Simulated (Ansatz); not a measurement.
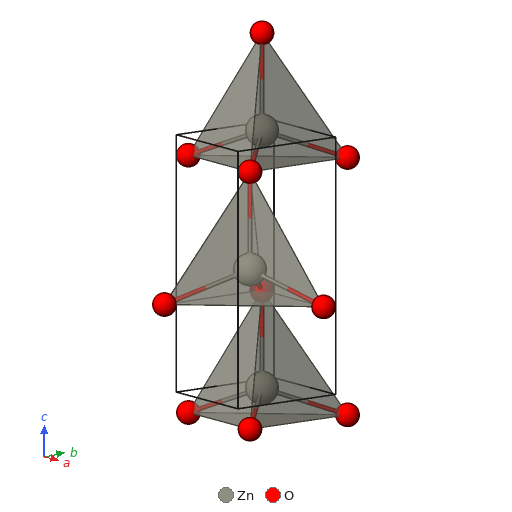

System: ZnO, space group P6_3mc (No. 186). The picture shows the cell.

Structure:
```yaml
crystal:
  lattice:
    - [3.27948, 0.00000, 0.00000]
    - [-1.63974, 2.84011, 0.00000]
    - [0.00000, 0.00000, 5.29313]
  atoms:
    - { symbol: Zn, position: [0.33333, 0.66667, 0.00150] }
    - { symbol: Zn, position: [0.66667, 0.33333, 0.50150] }
    - { symbol: O, position: [0.33333, 0.66667, 0.38060] }
    - { symbol: O, position: [0.66667, 0.33333, 0.88060] }
```

How it was computed, with Ansatz 0.2.0: deformation of a crystal at fixed volume, lengths along the axis scaled against those across it, fractional coordinates fixed, by plane-wave density functional theory with PAW datasets, free energies less that of the undisturbed cell, pressure positive in compression; scalar-relativistic. Level: PBE, no spin polarisation.

wave cutoff 420 eV; k mesh 12×12×6; occupations Gaussian; smearing width 0.05 eV; k shift (0, 0, 0) (mesh steps); start relaxed; path axial; axis direction (0, 0, 1) (Cartesian unit vector).

Describe the result: the energy change, pressure and gap on the k mesh against relative axial ratio. The relative axial ratio takes the values 0.80, 0.85, 0.92, 0.96, 1.00, 1.05, 1.10, 1.20, 1.30.

The energy change is 302 meV/atom at relative axial ratio 0.80 and 294 meV/atom at 1.30; the lowest computed point is at relative axial ratio 1.00 (0 meV/atom). The pressure goes from 10.9 GPa at relative axial ratio 0.80 to 10.4 GPa at 1.30, not monotonically, with a low of 0.0 GPa at 1.00. The gap on the k mesh is zero at relative axial ratio 1.30 and open elsewhere, at most 0.803 eV at 0.80.

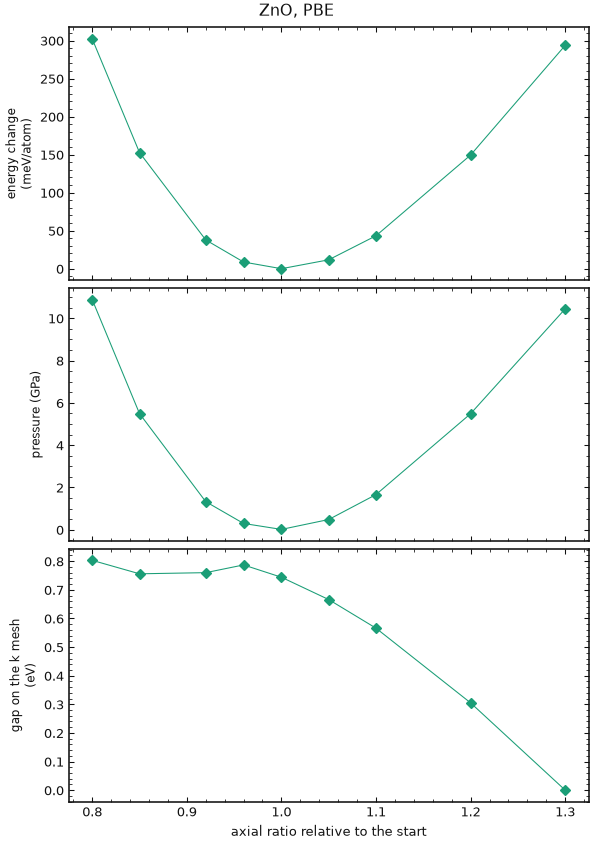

Keep in mind: gap closes along the scan on a mesh chosen for the insulator; shape and atomic fractions are frozen while scaling, which makes layered, chain and framework solids too stiff.
